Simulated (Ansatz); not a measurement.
Run report: WSe, geometry relaxation (part 1 of 2)

The run: geometry relaxation of WSe (2 atoms in the cell). Method and program: DFT PBE+U, scalar-relativistic, plane waves, PAW, Ueff = 6.2 eV on W d, spin-polarised (Ansatz 0.2.0).

The structure was built on a prototype by a generator; it need not be a known phase. Figures and captions count atoms from 1; the log counts them from 0 in places.

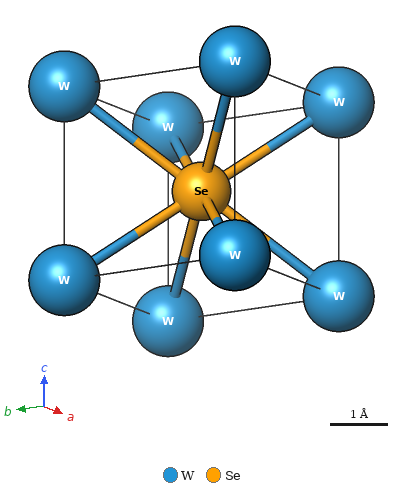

*The structure as given in the input (ball-and-stick view of the cell of the calculation, seen at an oblique angle). An atom can appear more than once, as a periodic image.*

Near neighbours in the periodic cell (some may lie outside the picture): W has 8 Se at 3.07 Å; Se has 8 W at 3.07 Å.

Results in brief

- outcome: converged
- space group (tolerance 0.01 Å): Pm-3m (221)
- electrons treated: 30
- free energy: −15847.4275 eV
- Fermi energy: 12.985 eV
- gap on the k-point mesh: none (metallic)
- net moment of the cell: 4.00 μB
- integrated absolute moment: 4.94 μB
- pressure: 0.03 GPa
- final volume: 44.69 Å³
- largest force (length of the vector) at the end: under 0.001 eV/Å
- final cell: a = 3.549 Å, b = 3.549 Å, c = 3.549 Å, α = 90.00°, β = 90.00°, γ = 90.00°
- hardware: 1 thread of Intel Xeon @ 2.50GHz (Skylake/Cascade Lake), 192 GiB of memory available, shared host
- wall time: 38 s
- peak memory: 0.55 GiB

Notes

The electronic state found may not be the lowest one. Spin–orbit coupling is left out, which matters for W.

The input
```yaml
crystal:
  lattice:
    - [3.5486714783, 0.0, 0.0]
    - [0.0, 3.5486714783, 0.0]
    - [0.0, 0.0, 3.5486714783]
  atoms:
    - { symbol: W, position: [0.0, 0.0, 0.0], spin: 1.0 }
    - { symbol: Se, position: [0.5, 0.5, 0.5] }
basis:
  ecutwfc: 420
kpoints:
  mp_grid: { grid: [12, 12, 12] }
hamiltonian:
  xc: pbe
  hubbard: { sites: [{ species: W, l: d, u_eff: 6.2 }] }
scf:
  occupations: { method: gaussian, width: 0.1 }
output:
  forces: true
  stress: true
  eigenvalues: true
  populations: true
  write_density: true
  write_potential: true
  elf: true
  volumetric_format: npy
magnetization:
  spin_polarized: true
relax:
  adjacent_minimum: "off"
  f_tol: 0.01
  max_steps: 60
  cell: { stress_tol: 0.05 }
```

Run as:
```bash
ansatz run input.yaml --threads 1 --pin off --max-ram 2560MiB --backend cpu --events-out ev --progress --plain --runs-dir out
```

Log
```
W: projections on atomic orbitals take those of the free atom [Kr 4d10 4f14] 5s2 5p6 5d4 6s2, of charge +0.00 (hamiltonian.pseudopotentials.projection_atoms); the dataset's partial waves leave at most 6.5e-5 of an orbital's norm unspanned inside its sphere
Se: projections on atomic orbitals take those of the free atom [Ar] 3d10 4s2 4p4, of charge +0.00 (hamiltonian.pseudopotentials.projection_atoms); the dataset's partial waves leave at most 2.3e-6 of an orbital's norm unspanned inside its sphere
Engine: ansatz 0.2.0, x86_64-unknown-linux-gnu
Pseudopotentials: kind: paw
Pseudopotential: W, paw, valence charge 14, recommended cutoff 420 eV (normal), W.paw.azcp
Pseudopotential: Se, paw, valence charge 16, recommended cutoff 420 eV (normal), Se.paw.azcp
Functional definition: PBE
  parameter kappa = 0.804
  parameter beta = 0.06672455060314922
  exchange = pbe_x(kappa = kappa, mu = beta*pi^2/3)
  correlation = pbe_c(beta = beta)
Crystal: 2 atoms, lattice volume = 44.689 Å³
Basis set: ecut = 420 eV, 895 PW (Γ), exchange–correlation on 48×48×48 points (8 copies of the dense FFT grid, shifted against one another)
Bands: 20, of which v1, the nominal top of the filled ones, is band 15 counted from 1 (14 counted from 0)
Symmetry: 48 space group operations
Space group: Pm-3m (ITA 221), of the structure as read, at distance tolerance 3.5e-5 Å
Magnetic group: BNS 221.92 (UNI 1594), of the structure as read, at distance tolerance 3.5e-5 Å
k-points: 84 of 1728
Non-local potential: W, projectors of the file, l = 0: 3, l = 1: 2, l = 2: 2, l = 3: 1
Non-local potential: Se, projectors of the file, l = 0: 2, l = 1: 2, l = 2: 3, l = 3: 1
PAW form: soft (Blöchl's): semilocal exchange-correlation on the pseudo side does not see the compensation charge
PAW one-centre angular grid: W, 590 points (default); XC on 64 Gauss nodes
PAW one-centre angular grid: Se, 590 points (default); XC on 64 Gauss nodes
Initial density: superposition of atomic densities (chi_scale 0.1, normalization cell)
Starting moments: Σ|m| = 1 μB on 1 of 2 sites
Initial wavefunctions: pseudopotential atomic-orbital guess
Functional: x = pbe(κ = 0.804, μ = 0.2195149727645171), c = pbe(β = 0.06672455060314922)
iter 1 solved again at ethr=2.55e-3 eV; its pass at ethr=3.10e-3 eV (dr2=7.64e-1 eV) is discarded
SCF iter   1: F=—  HF=-15844.019019 eV  |F-HF|=—  |Δ(HF+E_count)|=         —  Δρ=3.58e-2 (↑1.39e-2 ↓3.58e-2)  dr2=7.64e-1  dr2_m=2.10e-1  M=1.935 μB ∫|m|=2.081 μB  β_m=1.00  ethr=2.55e-3  ⟨swp⟩=1.0  Hψ=19660  notcnv=0
preconditioner: auto → Kerker (q_TF=auto, 2.553 Å⁻¹)  [metal: Δε(μ)=0.002 eV  Ē_g=7.580 eV  σ=0.100 eV  W_gap=0.01  n_scr=18 (ndim 8)  ℏωp=19.2 eV  f_vac=0.000  D(μ)=1.38/eV (n_scr^D=6)]
spin=Collinear: Kerker preconditioning applied to the charge; magnetization (m = ρ↑ − ρ↓) channel mixes plain (no charge-response kernel on spin).
SCF iter   2: F=—  HF=-15844.576093 eV  |F-HF|=—  |Δ(HF+E_count)|=   5.57e-1  Δρ=1.75e-2 (↑9.74e-3 ↓1.75e-2)  dr2=1.31e-1  dr2_m=6.05e-2  M=2.320 μB ∫|m|=2.723 μB  β_m=1.00  ethr=2.55e-3  ⟨swp⟩=2.0  Hψ=4499  notcnv=0
SCF iter   3: F=—  HF=-15845.045953 eV  |F-HF|=—  |Δ(HF+E_count)|=   4.70e-1  Δρ=1.20e-2 (↑1.20e-2 ↓1.04e-2)  dr2=1.54e-2  dr2_m=4.51e-2  M=2.676 μB ∫|m|=3.258 μB  β_m=1.00  ethr=4.36e-4  ⟨swp⟩=2.1  Hψ=5294  notcnv=0  defer=38
SCF iter   4: F=—  HF=-15845.516317 eV  |F-HF|=—  |Δ(HF+E_count)|=   4.70e-1  Δρ=1.98e-2 (↑1.98e-2 ↓1.48e-2)  dr2=3.86e-2  dr2_m=1.18e-1  M=3.378 μB ∫|m|=4.013 μB  β_m=1.00  ethr=5.13e-5  ⟨swp⟩=2.0  Hψ=5636  notcnv=0  defer=41
SCF iter   5: F=—  HF=-15846.255533 eV  |F-HF|=—  |Δ(HF+E_count)|=   7.39e-1  Δρ=1.69e-2 (↑1.69e-2 ↓8.72e-3)  dr2=1.03e-1  dr2_m=5.65e-2  M=3.831 μB ∫|m|=4.552 μB  β_m=1.00  ethr=5.13e-5  ⟨swp⟩=2.0  Hψ=7675  notcnv=0  defer=66
SCF iter   6: F=—  HF=-15846.837453 eV  |F-HF|=—  |Δ(HF+E_count)|=   5.82e-1  Δρ=1.22e-2 (↑1.22e-2 ↓5.76e-3)  dr2=1.76e-1  dr2_m=9.36e-3  M=3.918 μB ∫|m|=4.745 μB  β_m=1.00  ethr=5.13e-5  ⟨swp⟩=2.1  Hψ=6013  notcnv=0  defer=73
SCF iter   7: F=—  HF=-15847.188895 eV  |F-HF|=—  |Δ(HF+E_count)|=   3.51e-1  Δρ=1.53e-2 (↑1.53e-2 ↓7.38e-3)  dr2=3.50e-1  dr2_m=9.11e-3  M=3.956 μB ∫|m|=4.867 μB  β_m=0.30  ethr=5.13e-5  ⟨swp⟩=2.0  Hψ=5599  notcnv=0  defer=75
Mixer restart at iter 7: flushing history
spin-set hold released at iteration 7 (site moments contracting): the magnetisation degrees of freedom join the quasi-Newton model from the next iteration; the mixer history was flushed
SCF iter   8: F=—  HF=-15847.306946 eV  |F-HF|=—  |Δ(HF+E_count)|=   1.18e-1  Δρ=1.12e-2 (↑1.12e-2 ↓6.43e-3)  dr2=2.04e-1  dr2_m=4.38e-3  M=3.977 μB ∫|m|=4.894 μB  β_m=0.65  ethr=5.13e-5  ⟨swp⟩=2.0  Hψ=6033  notcnv=0  defer=75
SCF iter   9: F=—  HF=-15847.422742 eV  |F-HF|=—  |Δ(HF+E_count)|=   1.16e-1  Δρ=2.49e-3 (↑1.81e-3 ↓2.49e-3)  dr2=4.35e-3  dr2_m=7.65e-4  M=3.999 μB ∫|m|=4.954 μB  β_m=0.82  ethr=5.13e-5  ⟨swp⟩=2.7  Hψ=7237  notcnv=0  defer=82
SCF iter  10: F=—  HF=-15847.427288 eV  |F-HF|=—  |Δ(HF+E_count)|=   4.55e-3  Δρ=6.56e-4 (↑5.81e-4 ↓6.56e-4)  dr2=7.78e-4  dr2_m=2.69e-5  M=3.999 μB ∫|m|=4.957 μB  β_m=0.77  ethr=1.45e-5  ⟨swp⟩=2.6  Hψ=6865  notcnv=0  defer=87
SCF iter  11: F=—  HF=-15847.427444 eV  |F-HF|=—  |Δ(HF+E_count)|=   1.56e-4  Δρ=2.52e-4 (↑1.81e-4 ↓2.52e-4)  dr2=7.74e-5  dr2_m=5.09e-6  M=3.999 μB ∫|m|=4.961 μB  β_m=0.83  ethr=2.59e-6  ⟨swp⟩=2.0  Hψ=5624  notcnv=0  defer=87
SCF iter  12: F=—  HF=-15847.427520 eV  |F-HF|=—  |Δ(HF+E_count)|=   7.59e-5  Δρ=1.07e-4 (↑8.03e-5 ↓1.07e-4)  dr2=1.34e-5  dr2_m=1.15e-6  M=3.999 μB ∫|m|=4.964 μB  β_m=0.87  ethr=2.58e-7  ⟨swp⟩=2.0  Hψ=5574  notcnv=0  defer=88
SCF iter  13: F=—  HF=-15847.427529 eV  |F-HF|=—  |Δ(HF+E_count)|=   8.94e-6  Δρ=2.75e-5 (↑2.75e-5 ↓2.03e-5)  dr2=6.28e-7  dr2_m=5.89e-8  M=3.999 μB ∫|m|=4.965 μB  β_m=0.94  ethr=4.46e-8  ⟨swp⟩=2.0  Hψ=5620  notcnv=0  defer=88
iter 14 did not close the SCF: its close was put off until two iterations running show no level that it waits for move by more than its bar (scf_convergence_deferred on its scf_iter line)
SCF iter  14: F=-15847.427530 eV  HF=-15847.427529 eV  |F-HF|=1.92e-8  |Δ(HF+E_count)|=   6.16e-7  Δρ=3.69e-6 (↑3.15e-6 ↓3.69e-6)  dr2=1.38e-8  dr2_m=1.48e-10  M=3.999 μB ∫|m|=4.965 μB  β_m=0.97  ethr=3.33e-10  ⟨swp⟩=8.6  Hψ=21012  notcnv=0
iter 15 did not close the SCF: its close was put off until two iterations running show no level that it waits for move by more than its bar (scf_convergence_deferred on its scf_iter line)
SCF iter  15: F=-15847.427530 eV  HF=-15847.427530 eV  |F-HF|=3.53e-10  |Δ(HF+E_count)|=   2.22e-8  Δρ=5.72e-7 (↑5.25e-7 ↓5.72e-7)  dr2=3.47e-10  dr2_m=7.63e-12  M=3.999 μB ∫|m|=4.965 μB  β_m=0.98  ethr=4.60e-11  ⟨swp⟩=5.3  Hψ=16509  notcnv=0
iter 16 did not close the SCF: its close was put off until two iterations running show no level that it waits for move by more than its bar (scf_convergence_deferred on its scf_iter line)
SCF iter  16: F=-15847.427530 eV  HF=-15847.427530 eV  |F-HF|=3.64e-12  |Δ(HF+E_count)|=  4.46e-10  Δρ=6.70e-8 (↑6.70e-8 ↓6.08e-8)  dr2=3.42e-12  dr2_m=1.81e-13  M=3.999 μB ∫|m|=4.965 μB  β_m=0.99  ethr=1.16e-12  ⟨swp⟩=4.0  Hψ=15257  notcnv=0
SCF iter  17: F=-15847.427530 eV  HF=-15847.427530 eV  |F-HF|=0.00e0  |Δ(HF+E_count)|=  5.46e-12  Δρ=1.11e-8 (↑1.10e-8 ↓1.11e-8)  dr2=2.25e-13  dr2_m=1.04e-14  M=3.999 μB ∫|m|=4.965 μB  ethr=1.00e-12  ⟨swp⟩=3.5  Hψ=11813  notcnv=0
the search or the solves at the SCF's close seem to have found levels that the self-consistency loop had missed (the run counts 1). By its estimate they hold under 1e-12 electrons; where the run keeps them, the occupations were computed again with them
SCF 1 converged in 17 iterations: F = -15847.427530 eV  dr2 = 2.25e-13
  greatest PAW one-centre occupation: 1.000 electrons in one spin orbital (limit 2), on the Se atom at site 1 (counted from 0), in its partial waves of l = 2
relax step   1: F+E_penalty+E_count = -15847.42752951 eV  Δ(F+E_penalty+E_count) = +0.000e0 eV  max|allowed force component| = 2.745e-30 eV/Å  Δτ_max = 0.0000 Å  P = +0.034 GPa  Ω = 44.689 Å³  (17 SCF iters, accepted)
Initial density: handed on by an earlier stage of this run
Starting moments: Σ|m| = 1 μB on 1 of 2 sites; this step starts from the density that it was given
Initial wavefunctions: pseudopotential atomic-orbital guess (no wavefunctions were taken with the density)
iter 1 solved again at ethr=2.71e-9 eV; its pass at ethr=3.10e-3 eV (dr2=8.13e-7 eV) is discarded
SCF iter   1: F=—  HF=-15847.427529 eV  |F-HF|=—  |Δ(HF+E_count)|=         —  Δρ=3.02e-8 (↑2.05e-8 ↓3.02e-8)  dr2=3.27e-13  dr2_m=8.82e-14  M=3.999 μB ∫|m|=4.965 μB  β_m=0.30  ethr=2.71e-9  ⟨swp⟩=3.4  Hψ=26068  notcnv=0
eigensolver tolerance schedule: the retry pair's looser diagonalisation over-reported the residual by 2489386.03 of it (diagonalisation noise at an unbounded share of the residual, at the tolerance the schedule requests for it); recorded, not acted on — ethr = c·dr2/N_el stays at c = 1.0e-1
preconditioner: auto → Kerker (q_TF=auto, 2.553 Å⁻¹)  [metal: Δε(μ)=0.098 eV  Ē_g=9.781 eV  σ=0.100 eV  W_gap=0.43  n_scr=18 (ndim 8)  ℏωp=19.2 eV  f_vac=0.000  D(μ)=0.43/eV (n_scr^D=0)]
spin=Collinear: Kerker preconditioning applied to the charge; magnetization (m = ρ↑ − ρ↓) channel mixes plain (no charge-response kernel on spin).
SCF iter   2: F=—  HF=-15847.427530 eV  |F-HF|=—  |Δ(HF+E_count)|=   1.05e-8  Δρ=1.19e-8 (↑1.19e-8 ↓1.17e-8)  dr2=2.00e-13  dr2_m=2.06e-14  M=3.999 μB ∫|m|=4.965 μB  β_m=0.26  ethr=1.00e-12  ⟨swp⟩=2.2  Hψ=5807  notcnv=0
SCF iter   3: F=-15847.427530 eV  HF=-15847.427530 eV  |F-HF|=7.28e-12  |Δ(HF+E_count)|=    0.00e0  Δρ=9.66e-9 (↑9.66e-9 ↓9.64e-9)  dr2=1.52e-13  dr2_m=1.21e-14  M=3.999 μB ∫|m|=4.965 μB  ethr=1.00e-12  ⟨swp⟩=3.8  Hψ=12773  notcnv=0
SCF 2 converged in 3 iterations: F = -15847.427530 eV  dr2 = 1.52e-13
relax step   2: F+E_penalty+E_count = -15847.42752951 eV  Δ(F+E_penalty+E_count) = +0.000e0 eV  max|allowed force component| = 1.683e-29 eV/Å  Δτ_max = 0.0000 Å  P = +0.034 GPa  Ω = 44.689 Å³  stress off target by 3.44e-2 GPa  SCF on the basis re-selected at this cell (its energy is not comparable with the rows above)  (3 SCF iters)
```

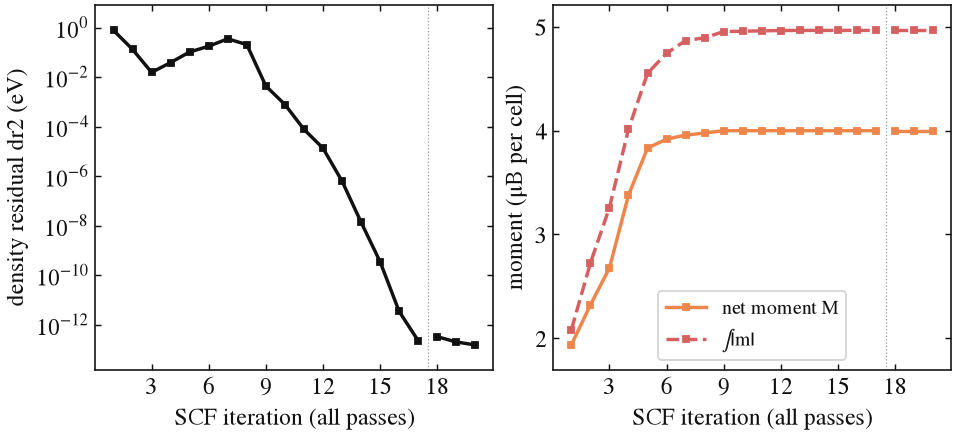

*Convergence of the self-consistent field: density residual dr2 and magnetic moment against the SCF iteration. The dotted lines part the SCF passes of the relaxation: geometry steps, rejected trials and re-solves on a re-selected basis.*

The passes take 17 and 3 iterations. The net moment goes from 1.9 to 4.0 μB per cell.
